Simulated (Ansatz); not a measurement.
Structure data:

```
CELL_PARAMETERS angstrom
4.88037 0.00000 0.00000
0.00000 4.88037 0.00000
0.00000 0.00000 3.36719
ATOMIC_POSITIONS crystal
Hf 0.00000 0.00000 0.00000
Hf 0.50000 0.50000 0.50000
O 0.19296 0.80704 0.50000
O 0.30704 0.30704 0.00000
O 0.69296 0.69296 0.00000
O 0.80704 0.19296 0.50000
```

**What crystal do these data define?**

The structure is one of HfO2. The space group is P4_2/mnm (No. 136); the lattice is primitive tetragonal. Among the common structure types it is rutile. The cell has 6 atoms, namely 2 Hf, 4 O. Each Hf is bonded to six O in a distorted octahedral arrangement at 2.12 to 2.15 Å. Each O has three Hf at 2.12 to 2.15 Å. Not all metal-metal contacts are counted. The bonds build a three-dimensional framework.

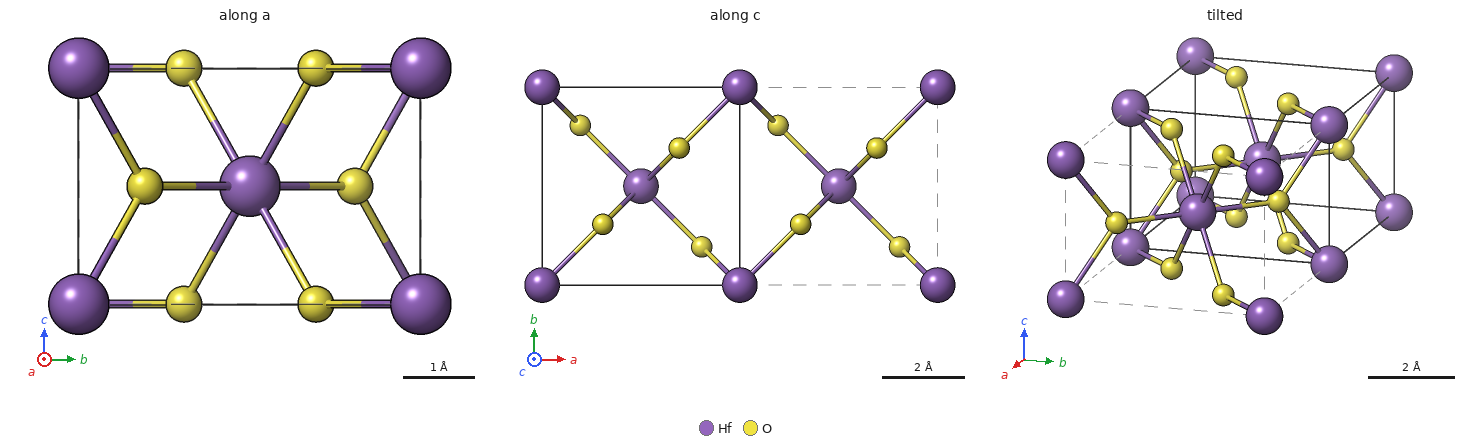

We look at a ball-and-stick model of the crystal along the a axis, along the c axis and slightly off an axis. Shown are 2×1×1 repeats of the conventional unit cell, one of them outlined in solid lines. Colours: hafnium purple, oxygen yellow.

Starting structure: a structure listed in the Materials Project. Earlier steps of the study may have refined or changed the cell and positions. Ansatz was used for an electronic-structure calculation on it.

At this level of theory the cell isn't at rest (stretched, at -9 GPa), so its distances can differ from those at equilibrium, the more so the softer the solid.
